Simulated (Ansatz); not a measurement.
Consider CoO.

```xyz
4
Lattice="3.1063 0.0000 0.0000 -1.5531 2.6901 0.0000 0.0000 0.0000 5.1221" Properties=species:S:1:pos:R:3 pbc="T T T"
Co    0.0000    0.0000    0.0198
Co    0.0000    1.7934    2.5809
O     0.0000    0.0000    1.9010
O     0.0000    1.7934    4.4620
```

Space group P6₃mc; a structure from a database of computed crystals, not necessarily the ambient phase; computed pressure about 25 GPa in this cell; Hubbard U of 3.32 eV on Co d only; spin-polarised.

Method: DFT PBE+U, scalar-relativistic, plane waves, PAW in Ansatz.

### What can the converged valence pseudo-density, electron localisation function and spin density tell about the bonding?

Co–O (1.88 Å): ρ is about 0.8 e/Å³ halfway; the ELF peaks at about 0.85 in the valence shell of O, 0.6 Å from its nucleus, and is about 0.20 at the midpoint: no localised pair shows between them.
The spin density sits on Co: +2.3 μB and −2.3 μB in one cell of 4 atoms, with smaller moments on O (±0.11 μB): antiferromagnetic in this solution, which needn't be the ground state, with some nearest magnetic neighbours parallel and some opposed. The cell of the calculation (4 atoms) carries 0.0 μB of net spin moment.

### Metal or insulator at this level of theory?

It is gapped, with a Kohn–Sham gap of 1.1 eV on the k-point mesh (the band edges may lie off the mesh, which would make the gap smaller).

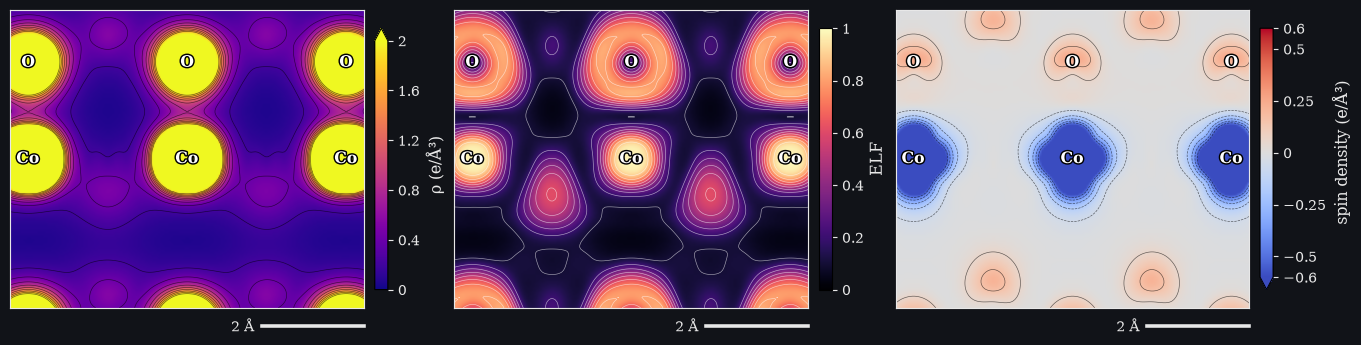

Computed valence pseudo-density, electron localisation function and spin density on the (100) plane of the cell of the magnetic structure, in this order. Atoms just off the plane (Co, 0.9 Å away and O, 0.9 Å away) can leave unmarked features too.

The density is the valence pseudo-density of a PAW calculation; it isn't the true density close to the nuclei.
